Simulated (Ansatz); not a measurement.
Hg (Fd-3m, No. 227): the geometry given to an electronic-structure calculation, possibly off equilibrium; the starting structure was generated, so it need not be a known form of this composition.

```cif
data_structure
_symmetry_space_group_name_H-M 'Fd-3m:1'
_symmetry_Int_Tables_number 227
_cell_length_a 7.5306
_cell_length_b 7.5306
_cell_length_c 7.5306
_cell_angle_alpha 90.000
_cell_angle_beta 90.000
_cell_angle_gamma 90.000
_cell_volume 427.05
loop_
_atom_site_label
_atom_site_type_symbol
_atom_site_symmetry_multiplicity
_atom_site_Wyckoff_symbol
_atom_site_fract_x
_atom_site_fract_y
_atom_site_fract_z
_atom_site_occupancy
Hg1 Hg 8 b 0.25000 0.25000 0.75000 1
```

What will a dark-field STEM-like image along [001] show? Simulated incoherent Z contrast: every atom adds Z^1.7 spread by a probe of 1.30 Å full width; channelling and multiple scattering are left out. A slight drift and the speckle of an amorphous layer were added.

Answer. The columns repeat on a square net with a repeat of 2.66 Å (plane group p4mm). All columns are alike (Hg). The shortest distance between visible columns is 2.66 Å in projection. Along the beam the structure repeats every 7.53 Å.

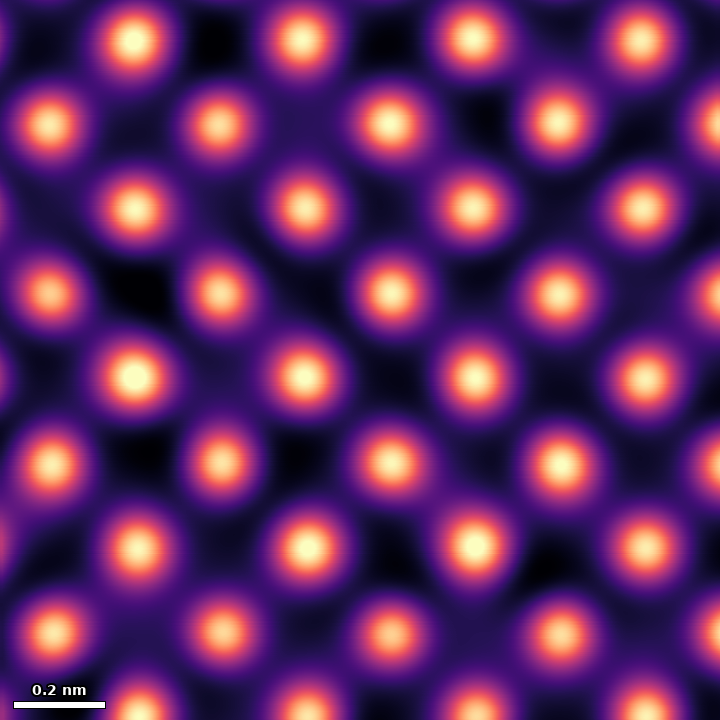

The simulated image.
